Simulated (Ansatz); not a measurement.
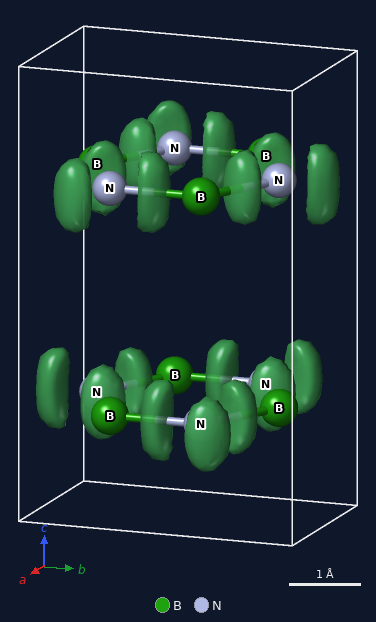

The picture shows: BN. Isosurface of the electron localisation function at 0.85 (green), seen slightly off an axis. Only the valence region is drawn (cores and ρ < 0.01 e/Å³ removed). Sticks mark near contacts.

Space group Cmcm; changed on purpose from its base cell (strain +0.0400 x Voigt [1, -1, 0, 0, 0, 0], atoms carried along); not relaxed (largest force 1.2 eV/Å).

All numbers below come from DFT r2SCAN, scalar-relativistic, plane waves, PAW (Ansatz 0.2.0).

Q: Describe the localisation domains.

A: At this value the surface marks out twelve regions between bonded B–N atoms (shared pairs), counted in one cell of 8 atoms. Any copies at cell faces, edges or corners count once. Profiles from the grid: B–N (1.39 Å): the ELF peaks at about 0.95 between the atoms: a polar covalent bond. B–N (1.48 Å): the ELF peaks at about 0.95 between the atoms (a shared but strongly polarised pair).
